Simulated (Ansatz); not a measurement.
Geometry relaxation of WS$_{2}$ (part 1 of 2)

- system: WS$_{2}$ (3 atoms in the cell)
- method: DFT, r2SCAN, plane waves, PAW, no spin polarisation (Ansatz 0.2.0)

The structure was built on a prototype by a generator. The geometry comes from this level: PBE. Figures and captions count atoms from 1; the log counts them from 0 in places.

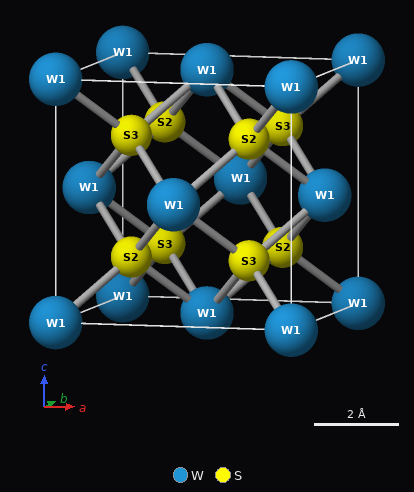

**Figure 1.** The structure as given in the input (ball-and-stick view of the cell 4 times as large as that of the calculation, set on its symmetry axes, seen slightly off an axis; atoms are numbered from 1 in the order of the input).

Summary

```tsv
quantity	value
outcome	converged
space group (tolerance 0.01 Å)	Fm-3m (225)
electrons treated	26
free energy	−12208.8820 eV
Fermi energy	12.659 eV
band gap	none (metallic)
pressure	0.00 GPa
final volume	50.37 Å³
largest force (length of the vector) at the end	under 0.001 eV/Å
final cell	a = 4.145 Å, b = 4.145 Å, c = 4.145 Å, α = 60.00°, β = 60.00°, γ = 60.00°
hardware	2 threads of Intel Xeon (Granite Rapids), 192 GiB of memory available, shared host
wall time	6.3 s (CPU time 12 s)
peak memory	0.56 GiB
```

Remarks

Spin–orbit coupling is left out, which matters for W.

Input
```yaml
crystal:
  lattice:
    - [0.0, 2.9360878847, 2.9360878847]
    - [2.9360878847, 0.0, 2.9360878847]
    - [2.9360878847, 2.9360878847, 0.0]
  atoms:
    - { symbol: W, position: [0.0, 0.0, 0.0] }
    - { symbol: S, position: [0.25, 0.25, 0.25] }
    - { symbol: S, position: [0.75, 0.75, 0.75] }
kpoints:
  mp_grid: { grid: [8, 8, 8] }
hamiltonian:
  xc: r2scan
scf:
  occupations: { method: fermi_dirac, width: 0.02 }
relax:
  f_tol: 0.005
  cell: {}
output:
  write_density: true
  write_potential: true
  elf: true
  volumetric_format: npy
```

Launched with:
```bash
ansatz run input.yaml --threads 2 --pin off --max-ram 2211MiB --backend cpu --events-out ev --progress --plain --runs-dir out
```

The program's output
```
Engine: ansatz 0.2.0, x86_64-unknown-linux-gnu
Pseudopotentials: kind: paw
Pseudopotential: W, paw, valence charge 14, recommended cutoff 500 eV (meta_gga), W.paw.azcp
Pseudopotential: S, paw, valence charge 6, recommended cutoff 500 eV (meta_gga), S.paw.azcp
Functional definition: r2SCAN
  parameter k0 = 0.174
  parameter k1 = 0.065
  parameter a1 = 4.9479
  exchange = r2scan_x(k0 = k0, k1 = k1, a1 = a1)
  correlation = r2scan_c
Crystal: 3 atoms, lattice volume = 50.622 Å³
Basis set: ecut = 500 eV, 1243 PW (Γ), exchange–correlation on 128×128×128 points (64 copies of the dense FFT grid, shifted against one another)
Bands: 17, of which v1, the nominal top of the filled ones, is band 13 counted from 1 (12 counted from 0)
Symmetry: 48 space group operations
Space group: Fm-3m (ITA 225), of the structure as read, at distance tolerance 3.7e-5 Å
k-points: 29 of 512
Non-local potential: W, projectors of the file, l = 0: 3, l = 1: 2, l = 2: 2, l = 3: 1
Non-local potential: S, projectors of the file, l = 0: 2, l = 1: 2, l = 2: 2
PAW form: soft (Blöchl's): semilocal exchange-correlation on the pseudo side does not see the compensation charge
PAW frozen core: W, regenerated for the run's functional (the file was generated under x = pbe(κ = 0.804, μ = 0.2195149727645171), c = pbe(β = 0.06672455060314922))
PAW frozen core: S, regenerated for the run's functional (the file was generated under x = pbe(κ = 0.804, μ = 0.2195149727645171), c = pbe(β = 0.06672455060314922))
PAW one-centre angular grid: W, 590 points (default); XC on 160 Gauss nodes
PAW one-centre angular grid: S, 302 points (default); XC on 160 Gauss nodes
Initial density: superposition of atomic densities (neutral atoms: chi_scale 0, normalization atom), corrected by the library's trained network
Initial wavefunctions: pseudopotential atomic-orbital guess
Functional: x = r2scan, c = r2scan; τ floored in thin density (d = 2e-4 eV/Å³)
SCF iter   1: F=—  HF=-12208.806683 eV  |F-HF|=—  |Δ(HF+E_count)|=         —  Δρ=7.99e-3  dr2=3.03e-2  dr2_τ=5.09e-2  ethr=1.77e-3  ⟨swp⟩=6.0  Hψ=2886  notcnv=0
preconditioner: auto → LDOS  [metal: Δε(μ)=0.001 eV  Ē_g=8.704 eV  σ=0.020 eV  W_gap=0.01  n_scr=14 (ndim 8)  ℏωp=22.1 eV  f_vac=0.022  D(μ)=6.60/eV (n_scr^D=112)  β→1.0]
SCF iter   2: F=—  HF=-12208.882447 eV  |F-HF|=—  |Δ(HF+E_count)|=   7.58e-2  Δρ=4.52e-3  dr2=1.84e-2  dr2_τ=4.00e-3  ethr=1.16e-4  ⟨swp⟩=2.0  Hψ=1090  notcnv=0
SCF iter   3: F=—  HF=-12208.881088 eV  |F-HF|=—  |Δ(HF+E_count)|=   1.36e-3  Δρ=1.58e-3  dr2=1.78e-3  dr2_τ=1.14e-5  ethr=7.06e-5  ⟨swp⟩=2.1  Hψ=649  notcnv=0
SCF iter   4: F=—  HF=-12208.881412 eV  |F-HF|=—  |Δ(HF+E_count)|=   3.24e-4  Δρ=7.20e-4  dr2=4.89e-4  dr2_τ=8.27e-6  ethr=6.86e-6  ⟨swp⟩=2.8  Hψ=754  notcnv=0
SCF iter   5: F=—  HF=-12208.881366 eV  |F-HF|=—  |Δ(HF+E_count)|=   4.52e-5  Δρ=1.15e-4  dr2=1.29e-5  dr2_τ=4.17e-7  ethr=1.88e-6  ⟨swp⟩=1.2  Hψ=524  notcnv=0
SCF iter   6: F=—  HF=-12208.881370 eV  |F-HF|=—  |Δ(HF+E_count)|=   3.26e-6  Δρ=2.89e-5  dr2=4.30e-7  dr2_τ=7.43e-8  ethr=4.95e-8  ⟨swp⟩=2.1  Hψ=718  notcnv=0
SCF iter   7: F=-12208.881370 eV  HF=-12208.881370 eV  |F-HF|=3.19e-9  |Δ(HF+E_count)|=   1.38e-7  Δρ=3.30e-6  dr2=4.69e-9  dr2_τ=5.46e-10  ethr=3.85e-10  ⟨swp⟩=9.4  Hψ=3302  notcnv=0
SCF 1 converged in 7 iterations: F = -12208.881370 eV  dr2 = 4.69e-9
  greatest PAW one-centre occupation: 0.999 electrons in one spin orbital (limit 2), on the W atom at site 0 (counted from 0), in its partial waves of l = 0
relax step   1: F+E_penalty+E_count = -12208.88136990 eV  Δ(F+E_penalty+E_count) = +0.000e0 eV  max|allowed force component| = 2.776e-17 eV/Å  Δτ_max = 0.0000 Å  P = -0.776 GPa  Ω = 50.622 Å³  (7 SCF iters, dr2 threshold 1.00e-7 eV, accepted)
Crystal: 3 atoms, lattice volume = 50.274 Å³
Initial density: handed on by an earlier stage of this run
Initial wavefunctions: those handed on with the density
iter 1 solved again at ethr=1.17e-5 eV; its pass at ethr=3.10e-3 eV (dr2=3.05e-3 eV) is discarded
SCF iter   1: F=—  HF=-12208.880936 eV  |F-HF|=—  |Δ(HF+E_count)|=         —  Δρ=1.72e-3  dr2=3.06e-3  dr2_τ=1.61e-3  ethr=1.17e-5  ⟨swp⟩=1.2  Hψ=2588  notcnv=0
preconditioner: auto → LDOS  [metal: Δε(μ)=0.033 eV  Ē_g=8.731 eV  σ=0.020 eV  W_gap=0.37  n_scr=14 (ndim 8)  ℏωp=22.2 eV  f_vac=0.013  D(μ)=6.28/eV (n_scr^D=88)  β→1.0]
SCF iter   2: F=—  HF=-12208.881976 eV  |F-HF|=—  |Δ(HF+E_count)|=   1.04e-3  Δρ=5.46e-4  dr2=1.82e-4  dr2_τ=1.96e-4  ethr=1.17e-5  ⟨swp⟩=2.5  Hψ=749  notcnv=0
SCF iter   3: F=—  HF=-12208.881999 eV  |F-HF|=—  |Δ(HF+E_count)|=   2.26e-5  Δρ=1.08e-4  dr2=6.70e-6  dr2_τ=3.70e-7  ethr=7.00e-7  ⟨swp⟩=2.8  Hψ=759  notcnv=0
SCF iter   4: F=—  HF=-12208.882003 eV  |F-HF|=—  |Δ(HF+E_count)|=   4.06e-6  Δρ=2.75e-5  dr2=6.01e-7  dr2_τ=6.18e-8  ethr=2.58e-8  ⟨swp⟩=2.0  Hψ=753  notcnv=0
SCF iter   5: F=-12208.882003 eV  HF=-12208.882003 eV  |F-HF|=9.96e-8  |Δ(HF+E_count)|=   8.02e-8  Δρ=1.28e-5  dr2=1.36e-7  dr2_τ=4.63e-9  ethr=1.15e-9  ⟨swp⟩=9.1  Hψ=3281  notcnv=0
SCF 2 converged in 5 iterations: F = -12208.882003 eV  dr2 = 1.36e-7
relax step   2: F+E_penalty+E_count = -12208.88200276 eV  Δ(F+E_penalty+E_count) = -6.329e-4 eV  max|allowed force component| = 2.051e-16 eV/Å  Δτ_max = 0.0000 Å  P = +0.287 GPa  Ω = 50.274 Å³  energy of the carried Pulay correction = +9.771e-5 eV  (5 SCF iters, dr2 threshold 3.00e-7 eV, accepted)
Crystal: 3 atoms, lattice volume = 50.367 Å³
iter 1 solved again at ethr=7.17e-7 eV; its pass at ethr=3.10e-3 eV (dr2=1.86e-4 eV) is discarded
SCF iter   1: F=—  HF=-12208.881980 eV  |F-HF|=—  |Δ(HF+E_count)|=         —  Δρ=4.20e-4  dr2=1.85e-4  dr2_τ=1.13e-4  ethr=7.17e-7  ⟨swp⟩=1.0  Hψ=2479  notcnv=0
preconditioner: auto → LDOS  [metal: Δε(μ)=0.032 eV  Ē_g=8.723 eV  σ=0.020 eV  W_gap=0.38  n_scr=14 (ndim 8)  ℏωp=22.2 eV  f_vac=0.014  D(μ)=5.54/eV (n_scr^D=64)  β→1.0]
SCF iter   2: F=—  HF=-12208.882060 eV  |F-HF|=—  |Δ(HF+E_count)|=   7.95e-5  Δρ=1.73e-4  dr2=2.09e-5  dr2_τ=1.36e-5  ethr=7.10e-7  ⟨swp⟩=2.6  Hψ=748  notcnv=0
SCF iter   3: F=—  HF=-12208.882060 eV  |F-HF|=—  |Δ(HF+E_count)|=   2.43e-7  Δρ=3.15e-5  dr2=5.08e-7  dr2_τ=2.75e-8  ethr=8.05e-8  ⟨swp⟩=2.1  Hψ=734  notcnv=0
SCF iter   4: F=-12208.882060 eV  HF=-12208.882060 eV  |F-HF|=7.29e-9  |Δ(HF+E_count)|=   3.05e-7  Δρ=6.35e-6  dr2=3.07e-8  dr2_τ=3.65e-9  ethr=7.89e-10  ⟨swp⟩=9.3  Hψ=3279  notcnv=0
SCF 3 converged in 4 iterations: F = -12208.882060 eV  dr2 = 3.07e-8
relax step   3: F+E_penalty+E_count = -12208.88206023 eV  Δ(F+E_penalty+E_count) = -5.747e-5 eV  max|allowed force component| = 1.249e-16 eV/Å  Δτ_max = 0.0000 Å  P = +0.000 GPa  Ω = 50.367 Å³  energy of the carried Pulay correction = +7.144e-5 eV  (4 SCF iters, dr2 threshold 2.05e-7 eV, accepted)
Initial wavefunctions: pseudopotential atomic-orbital guess (no wavefunctions were taken with the density)
iter 1 solved again at ethr=6.31e-8 eV; its pass at ethr=3.10e-3 eV (dr2=1.64e-5 eV) is discarded
SCF iter   1: F=—  HF=-12208.881984 eV  |F-HF|=—  |Δ(HF+E_count)|=         —  Δρ=1.20e-5  dr2=3.72e-8  dr2_τ=8.40e-8  ethr=6.31e-8  ⟨swp⟩=3.0  Hψ=4155  notcnv=0
preconditioner: auto → LDOS  [metal: Δε(μ)=0.027 eV  Ē_g=8.722 eV  σ=0.020 eV  W_gap=0.33  n_scr=14 (ndim 8)  ℏωp=22.2 eV  f_vac=0.013  D(μ)=5.69/eV (n_scr^D=64)  β→1.0]
SCF iter   2: F=—  HF=-12208.881983 eV  |F-HF|=—  |Δ(HF+E_count)|=   8.01e-7  Δρ=2.93e-6  dr2=6.07e-9  dr2_τ=2.36e-10  ethr=1.43e-10  ⟨swp⟩=2.6  Hψ=900  notcnv=0
SCF iter   3: F=—  HF=-12208.881983 eV  |F-HF|=—  |Δ(HF+E_count)|=   1.05e-9  Δρ=1.01e-6  dr2=7.34e-10  dr2_τ=6.11e-11  ethr=2.34e-11  ⟨swp⟩=2.9  Hψ=847  notcnv=0
SCF iter   4: F=—  HF=-12208.881983 eV  |F-HF|=—  |Δ(HF+E_count)|=  1.82e-11  Δρ=3.09e-7  dr2=6.74e-11  dr2_τ=2.87e-12  ethr=2.82e-12  ⟨swp⟩=1.9  Hψ=678  notcnv=0
SCF iter   5: F=-12208.881983 eV  HF=-12208.881983 eV  |F-HF|=9.09e-12  |Δ(HF+E_count)|=  5.46e-12  Δρ=5.29e-8  dr2=2.20e-12  dr2_τ=1.08e-12  ethr=1.00e-12  ⟨swp⟩=6.5  Hψ=2385  notcnv=0
SCF 4 converged in 5 iterations: F = -12208.881983 eV  dr2 = 2.20e-12
relax step   4: F+E_penalty+E_count = -12208.88198287 eV  Δ(F+E_penalty+E_count) = +7.736e-5 eV  max|allowed force component| = 1.264e-16 eV/Å  Δτ_max = 0.0000 Å  P = -0.001 GPa  Ω = 50.367 Å³  stress off target by 8.75e-4 GPa  SCF on the basis re-selected at this cell (its energy is not comparable with the rows above)  (5 SCF iters)
```

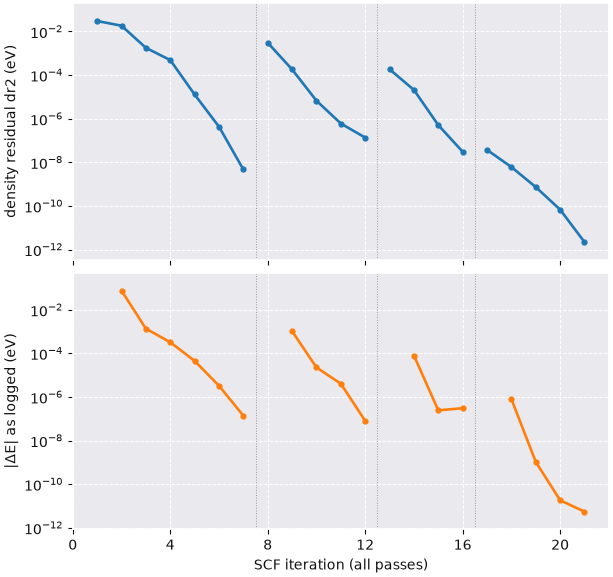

**Figure 2.** Convergence of the self-consistent field: density residual dr2 and size of the energy change against the SCF iteration. The dotted lines part the SCF passes of the relaxation: geometry steps, rejected trials and re-solves on a re-selected basis. The passes take 7, 5, 4 and 5 iterations.

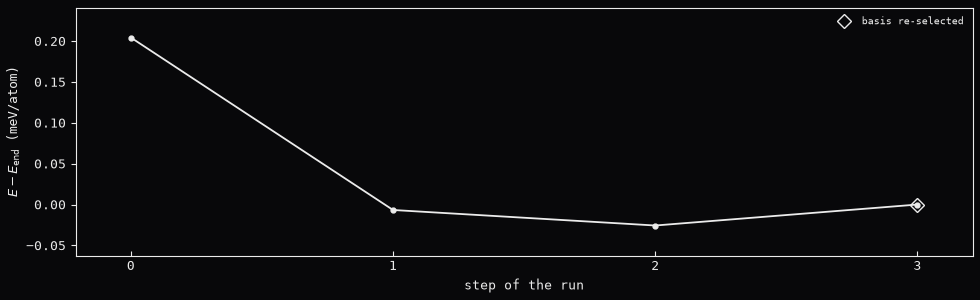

**Figure 3.** Progress of the relaxation, step by step (the first geometry is step 0 here and step 1 in the log). The energy falls by 0.2 meV per atom in 2 geometry steps. All forces vanish by symmetry, so only the cell relaxes. The pressure goes from −0.78 to 0.00 GPa. The atoms keep their places relative to the cell (all moves are under 0.005 Å). Cell: a = b = c 5.872 → 5.862 Å (−0.2 %). Volume −0.5 %. Distances before and after: W1–S2 2.543 → 2.538 Å. The space group stays Fm-3m (No. 225). A last SCF at the same geometry on a re-selected plane-wave basis shifts the energy by +0.0 meV per atom. (Atoms are counted from 1 in the order of the input.)
